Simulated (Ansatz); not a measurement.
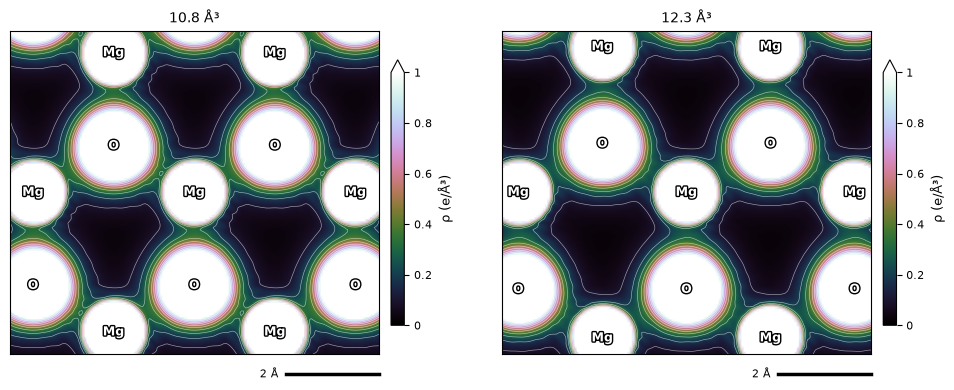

MgO. The valence electron density of cells scaled evenly to different volumes (given per atom above each panel), on the (001) plane of each (indices in the axes of the cell below), at one length scale and on one colour scale.

A structure from a database of computed crystals, not necessarily the ambient phase; PAW files of the earlier set (soft_1).

Computed with Ansatz, DFT PBE, scalar-relativistic, plane waves, PAW.

The density is the valence pseudo-density of a PAW calculation; it isn't the true density close to the nuclei.

The largest cell:

```
Mg O
1.0
     3.61286    0.00000    0.00000
    -1.80643    3.12883    0.00000
     0.00000    0.00000    4.34960
Mg O
2 2
Direct
  0.66667 0.33333 0.75000
  0.33333 0.66667 0.25000
  0.66667 0.33333 0.25000
  0.33333 0.66667 0.75000
```

| volume (Å³/atom) | Mg–O contact in the plane (Å) | ρ at its midpoint (e/Å³) | pressure (GPa) | gap on the mesh (eV) | 
| --- | --- | --- | --- | --- |
| 10.84 | 2.000 | 0.418 | 6.7 | 3.53 | 
| 11.20 | 2.022 | ? | ? | ? | 
| 12.29 | 2.086 | 0.350 | −8.2 | 2.90 | 

Estimate the missing row, and compare with the calculation.

Answer. Over the known rows ln ρ falls by 2.06 per Å of Mg–O distance (the line through the two), which gives 0.399 e/Å³ at 2.022 Å; the calculation gives 0.401 e/Å³. For the pressure, a straight line in volume between the neighbouring rows gives 3.0 GPa; the calculation gives 2.1, lower because pressure rises ever faster on compression. For the gap on the mesh, a straight line in volume between the neighbouring rows gives 3.37 eV; the calculation gives 3.36.
